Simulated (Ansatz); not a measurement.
**What a change does: single-point calculation on PbS**

System: PbS (4 atoms in the cell).
Method of run A: DFT, r2SCAN, plane waves, PAW, no spin polarisation (Ansatz 0.2.0).

The structure derives from an entry of the Crystallography Open Database. The geometry comes from this level: r2scan-rvv10. Text and figures count atoms from 1; the logs count them from 0 in places.

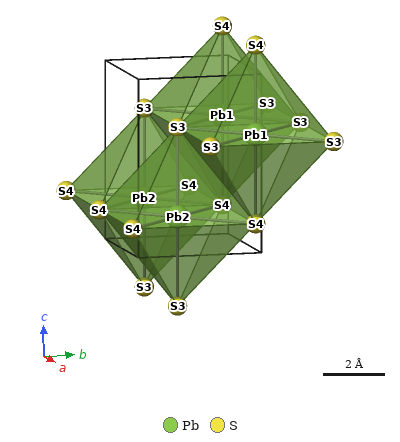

**Figure 1.** The input geometry (polyhedral view of the cell of the calculation, repeated 2 × 1 × 1, seen slightly off an axis; polyhedra are completed across the faces of the cell; atoms are numbered from 1 in the order of the input).

## Input file, run A
```yaml
crystal:
  lattice:
    - [2.9546766125, -2.9689065328, 0.2885572983]
    - [2.9546766125, 2.9689065328, 0.2885572983]
    - [-0.5836033582, 0.0, 5.9261748063]
  atoms:
    - { symbol: Pb, position: [0.749984829, 0.749984829, 0.7500022824] }
    - { symbol: Pb, position: [0.250015171, 0.250015171, 0.2499977176] }
    - { symbol: S, position: [0.2500755424, 0.2500755424, 0.750027957] }
    - { symbol: S, position: [0.7499244576, 0.7499244576, 0.249972043] }
kpoints:
  mp_grid: { grid: [4, 4, 4] }
hamiltonian:
  xc: r2scan
scf:
  occupations: { method: fixed }
  n_extra_bands: 5
output:
  forces: true
  stress: true
  eigenvalues: true
```

Launched with:
```bash
ansatz run input.yaml --threads 4 --pin off --max-ram 3686MiB --backend cpu --events-out ev --progress --plain --runs-dir out
```

Hardware: 4 threads of Arm Neoverse N1, 98 GiB of memory available, shared host.

## Output, shortened to warnings, some set-up lines, iterations and results (run A)
```
Basis set: ecut = 500 eV, 2701 PW (Γ), exchange–correlation on 128×128×180 points (64 copies of the dense FFT grid, shifted against one another)
Symmetry: 4 space group operations
k-points: 24 of 64
Initial density: superposition of atomic densities (neutral atoms: chi_scale 0, normalization atom), corrected by the library's trained network
[...]
SCF iter   1: F=—  HF=-25655.956123 eV  |F-HF|=—  |Δ(HF+E_count)|=         —  Δρ=6.19e-3  dr2=2.77e-2  dr2_τ=6.18e-3  ethr=1.77e-3  ⟨swp⟩=4.7  Hψ=2409  notcnv=0  defer=67
SCF iter   2: F=—  HF=-25655.969219 eV  |F-HF|=—  |Δ(HF+E_count)|=   1.31e-2  Δρ=2.83e-3  dr2=7.38e-3  dr2_τ=2.32e-4  ethr=6.92e-5  ⟨swp⟩=2.0  Hψ=1321  notcnv=0  defer=71
SCF iter   3: F=—  HF=-25655.969047 eV  |F-HF|=—  |Δ(HF+E_count)|=   1.72e-4  Δρ=8.10e-4  dr2=4.62e-4  dr2_τ=4.77e-5  ethr=1.84e-5  ⟨swp⟩=3.0  Hψ=1102  notcnv=0  defer=72
SCF iter   4: F=—  HF=-25655.969178 eV  |F-HF|=—  |Δ(HF+E_count)|=   1.31e-4  Δρ=2.21e-4  dr2=5.62e-5  dr2_τ=5.62e-6  ethr=1.15e-6  ⟨swp⟩=2.2  Hψ=791  notcnv=0  defer=67
SCF iter   5: F=—  HF=-25655.969190 eV  |F-HF|=—  |Δ(HF+E_count)|=   1.16e-5  Δρ=3.99e-5  dr2=1.02e-6  dr2_τ=4.45e-8  ethr=1.40e-7  ⟨swp⟩=2.0  Hψ=768  notcnv=0  defer=40
SCF iter   6: F=-25655.969191 eV  HF=-25655.969191 eV  |F-HF|=2.45e-8  |Δ(HF+E_count)|=   1.06e-6  Δρ=8.67e-6  dr2=6.65e-8  dr2_τ=1.95e-9  ethr=2.50e-10  ⟨swp⟩=11.2  Hψ=3701  …
SCF 1 converged in 6 iterations: F = -25655.969191 eV  dr2 = 6.65e-8
SCF converged after 6 iterations
Free energy (F): -25655.969191 eV
Harris-Foulkes:  -25655.969191 eV  (|F-HF|=2.45e-8)
Internal energy: -25655.969191 eV  (E = F + TS)
E sigma→0 (E₀):  -25655.969191 eV
Fermi energy:    8.246094 eV
--- Per-component energies (eV) ---
  E_band       = -136.243545
  E_kinetic    = 785.836939
  E_local      = -2454.988885  (includes V_loc(G=0)·N_el)
  E_nonlocal   = 758.176303
  E_hartree    = 956.012037
  E_xc         = -601.748837
  E_vxc        = -480.652018  (∫ρ·V_xc dr)
  E_paw        = -22080.305898  (= ΣΔE_a)
  E_vpaw       = -686.416435  (= ΣTr[D̂ρ^β])
  E_aug_tail   = 0.000039  (compensation charges beyond the density's cutoff)
  E_vtau       = 29.786243  (kinetic-family band-sum trace: ∫τ·v_τ [+ j·A + Jᵃ·Aᵃ] dr)
  E_ewald      = -3020.662360
  E_core_change = 1.711471  (= ΣΔE_core)
  E_smearing   = -0.000000  (= −TS)
  E_closure    = -0.000000  (closes the sum)
  Σ components = -25655.969191   (vs F -25655.969191, Δ=0.00e0)
--- Forces (eV/Å), atoms counted from 1 ---
  atom   1  Pb     0.00005870     0.00000000     0.00010311
  atom   2  Pb    -0.00005870     0.00000000    -0.00010311
  atom   3  S     -0.00026492     0.00000000    -0.00000673
  atom   4  S      0.00026492     0.00000000     0.00000673
  max |Σ_I F_I| component: 1.36e-20 eV/Å
--- Stress (GPa, compression-positive) ---
        1.218782       0.000000       0.062943
        0.000000       1.218484       0.000000
        0.062943       0.000000       0.761652
  P = ⅓ Tr σ = 1.0663 GPa (10.663 kbar)
```

For run B the input was changed thus:
```diff
-  xc: r2scan
+  xc: pbesol
```

Predict how the results change.

The total energies belong to different methods, so their difference says nothing on which is more stable or more accurate. The gap on the mesh goes from 0.63 to 0.27 eV. The pressure goes from 1.07 to −1.05 GPa. The functional changes from r2SCAN to PBEsol. The number of SCF iterations is the same. The default cutoff goes from 500 to 420 eV with the change. The plane waves at Γ go from 2701 to 1999. On the same kind of shared host run B took about 0.39 times as long.

## Output, shortened to warnings, some set-up lines, iterations and results (run B)
```
Basis set: ecut = 420 eV, 1999 PW (Γ), exchange–correlation on 60×60×80 points (8 copies of the dense FFT grid, shifted against one another)
Symmetry: 4 space group operations
k-points: 24 of 64
Initial density: superposition of atomic densities (neutral atoms: chi_scale 0, normalization atom), corrected by the library's trained network
[...]
SCF iter   1: F=—  HF=-25281.820679 eV  |F-HF|=—  |Δ(HF+E_count)|=         —  Δρ=4.15e-3  dr2=3.46e-2  ethr=1.77e-3  ⟨swp⟩=4.9  Hψ=2341  notcnv=0  defer=64
SCF iter   2: F=—  HF=-25281.808828 eV  |F-HF|=—  |Δ(HF+E_count)|=   1.19e-2  Δρ=1.18e-3  dr2=1.82e-3  ethr=8.66e-5  ⟨swp⟩=2.0  Hψ=964  notcnv=0  defer=72
SCF iter   3: F=—  HF=-25281.808414 eV  |F-HF|=—  |Δ(HF+E_count)|=   4.14e-4  Δρ=3.62e-4  dr2=1.42e-4  ethr=4.55e-6  ⟨swp⟩=3.0  Hψ=1091  notcnv=0  defer=72
SCF iter   4: F=—  HF=-25281.808409 eV  |F-HF|=—  |Δ(HF+E_count)|=   5.04e-6  Δρ=1.11e-4  dr2=1.65e-5  ethr=3.55e-7  ⟨swp⟩=2.0  Hψ=1047  notcnv=0  defer=60
SCF iter   5: F=—  HF=-25281.808414 eV  |F-HF|=—  |Δ(HF+E_count)|=   5.05e-6  Δρ=2.42e-5  dr2=4.91e-7  ethr=4.12e-8  ⟨swp⟩=2.7  Hψ=994  notcnv=0  defer=33
SCF iter   6: F=-25281.808414 eV  HF=-25281.808414 eV  |F-HF|=6.90e-9  |Δ(HF+E_count)|=   3.38e-7  Δρ=3.97e-6  dr2=9.70e-9  ethr=2.50e-10  ⟨swp⟩=10.0  Hψ=3314  notcnv=0
SCF 1 converged in 6 iterations: F = -25281.808414 eV  dr2 = 9.70e-9
SCF converged after 6 iterations
Free energy (F): -25281.808414 eV
Harris-Foulkes:  -25281.808414 eV  (|F-HF|=6.90e-9)
Internal energy: -25281.808414 eV  (E = F + TS)
E sigma→0 (E₀):  -25281.808414 eV
Fermi energy:    8.219572 eV
--- Per-component energies (eV) ---
  E_band       = -117.601958
  E_kinetic    = 785.942852
  E_local      = -2454.225970  (includes V_loc(G=0)·N_el)
  E_nonlocal   = 761.482432
  E_hartree    = 950.857900
  E_xc         = -630.863621
  E_vxc        = -440.549289  (∫ρ·V_xc dr)
  E_paw        = -21674.587879  (= ΣΔE_a)
  E_vpaw       = -671.972010  (= ΣTr[D̂ρ^β])
  E_aug_tail   = 0.000099  (compensation charges beyond the density's cutoff)
  E_ewald      = -3020.662360
  E_core_change = 0.248132  (= ΣΔE_core)
  E_smearing   = -0.000000  (= −TS)
  E_closure    = -0.000000  (closes the sum)
  Σ components = -25281.808414   (vs F -25281.808414, Δ=0.00e0)
--- Forces (eV/Å), atoms counted from 1 ---
  atom   1  Pb     0.00007306     0.00000000     0.00016089
  atom   2  Pb    -0.00007306     0.00000000    -0.00016089
  atom   3  S     -0.00031981     0.00000000     0.00019742
  atom   4  S      0.00031981     0.00000000    -0.00019742
  max |Σ_I F_I| component: 2.71e-20 eV/Å
--- Stress (GPa, compression-positive) ---
       -0.908366       0.000000       0.059957
        0.000000      -0.908414       0.000000
        0.059957       0.000000      -1.333826
  P = ⅓ Tr σ = -1.0502 GPa (-10.502 kbar)
```

## The two runs side by side

| quantity | run A | run B |
| --- | --- | --- |
| outcome | converged | converged |
| free energy per atom (eV) | −6413.9923 | −6320.4521 |
| gap on the mesh (eV) | 0.63 | 0.27 |
| pressure (GPa) | 1.07 | −1.05 |
| largest force (eV/Å) | 0.000 | 0.000 |
| SCF iterations | 6 | 6 |
| irreducible k-points | 24 | 24 |
| plane waves at Γ | 2701 | 1999 |
| wall time (shared host) | 5.4 s | 2.1 s |

For both runs: Spin–orbit coupling is left out, which matters for Pb.
